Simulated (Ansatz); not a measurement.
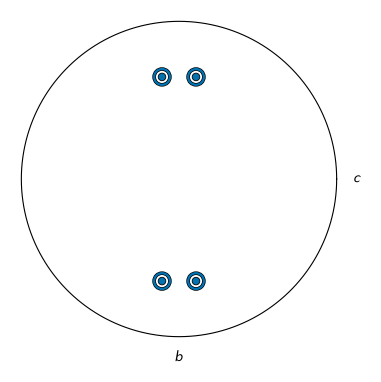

Stereographic projection: filled dots lie in the upper hemisphere, open rings in the lower. The a axis points at the viewer. The poles are all faces of one general form. Computed from the symmetry operations of a computed or model structure of composition Ge, which need not be its known form.

Q: Which point group is this?

A: mmm (D2h), order 8, orthorhombic system: three twofold axes, three mirror planes, an inversion centre.

Q: Can such a crystal be piezoelectric, pyroelectric or chiral?

A: It is centrosymmetric, so neither piezoelectric nor pyroelectric; it is not chiral.
